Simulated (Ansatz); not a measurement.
System SnO₂ (space group Imma, No. 74); source of the atomic positions: the input geometry of an electronic-structure calculation (not necessarily at equilibrium).

```cif
data_structure
_symmetry_space_group_name_H-M 'Imma'
_symmetry_Int_Tables_number 74
_cell_length_a 6.4978
_cell_length_b 6.8289
_cell_length_c 6.8280
_cell_angle_alpha 90.000
_cell_angle_beta 90.000
_cell_angle_gamma 90.000
_cell_volume 302.98
loop_
_atom_site_label
_atom_site_type_symbol
_atom_site_symmetry_multiplicity
_atom_site_Wyckoff_symbol
_atom_site_fract_x
_atom_site_fract_y
_atom_site_fract_z
_atom_site_occupancy
Sn1 Sn 4 e 0.50000 0.25000 0.74640 1
Sn2 Sn 4 c 0.25000 0.25000 0.25000 1
O1 O 8 i 0.25272 0.25000 0.94350 1
O2 O 8 h 0.50000 0.44350 0.25406 1
```

Describe how the polyhedra about Sn are linked (bonds: O–Sn below 2.4 Å).

Sn(4c): SnO6 octahedron, sharing corners with eight neighbours and edges with two neighbours; Sn(4e): SnO6 octahedron, sharing corners with eight neighbours and edges with two neighbours.

They form a three-dimensional framework of corner- and edge-sharing octahedra.

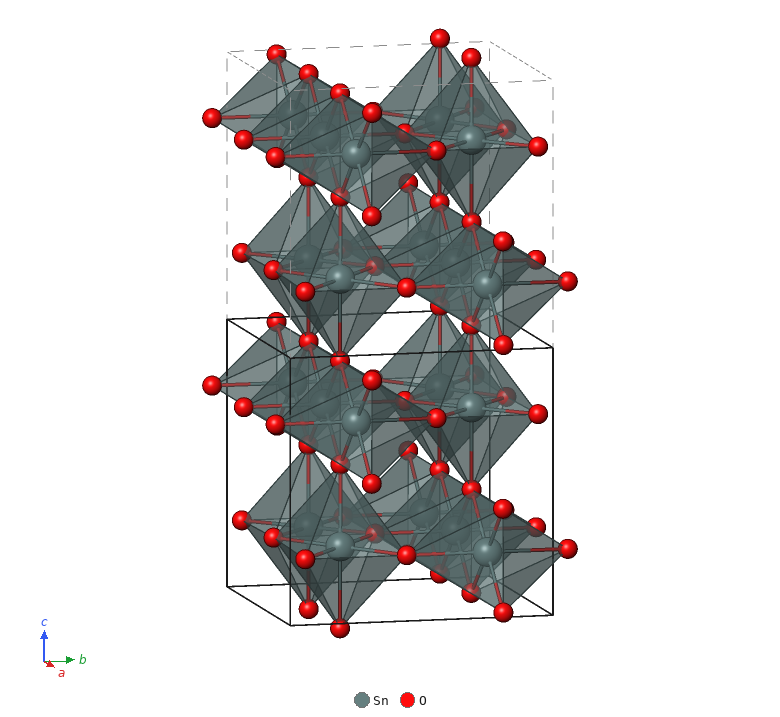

Polyhedra are drawn about Sn (bonds: O–Sn below 2.4 Å); other atoms are plain spheres.
